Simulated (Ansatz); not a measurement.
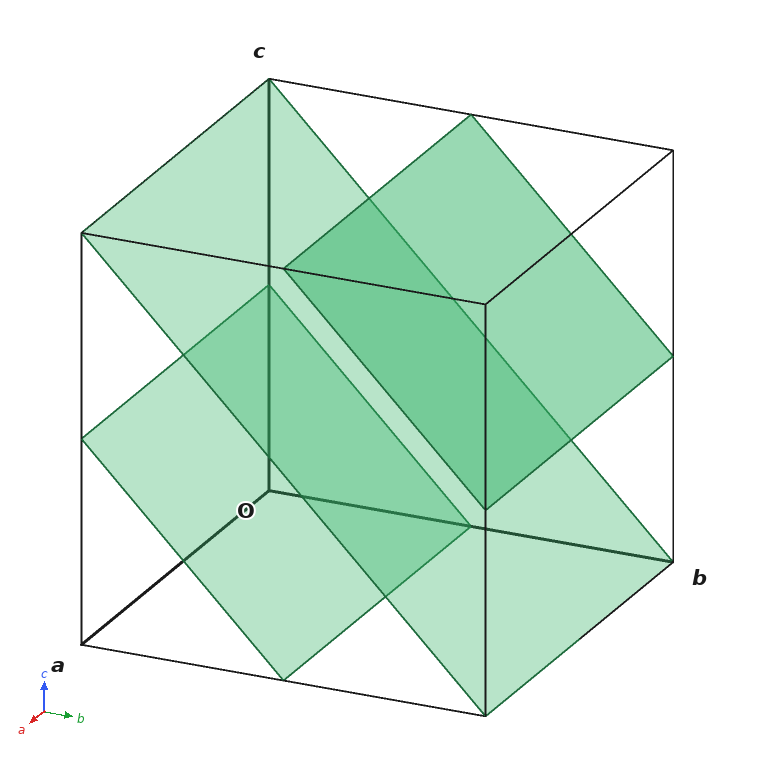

Crystal: AlN, the end point of a relaxation with Ansatz, DFT, PBEsol, plane waves, PAW; the starting structure was generated, so it need not be a known form of this composition. Every member of one family of equally spaced planes, hx + ky + lz = a whole number, that cuts the unit cell is shaded (one member passes through the origin O, touching the cell only at an edge or corner). The drawing is computed from the coordinates (standard cell, symmetry found to 0.002 Å).

a = 4.378 Å, b = 4.378 Å, c = 4.378 Å, α = 90.00°, β = 90.00°, γ = 90.00°.

Question: Index the planes.

Answer: (0 2 2); the opposite sign names the same planes. The member next to the origin meets the axes a never, b at 1/2, c at 1/2.

Question: What is the spacing?

Answer: d = 1.548 Å.

Question: The space group is No. 216, F-43m. How many reflections hkl are equivalent to this one (itself included), and does it occur?

Answer: 12 reflections are equivalent in the Laue class m-3m. The space group allows the reflection.
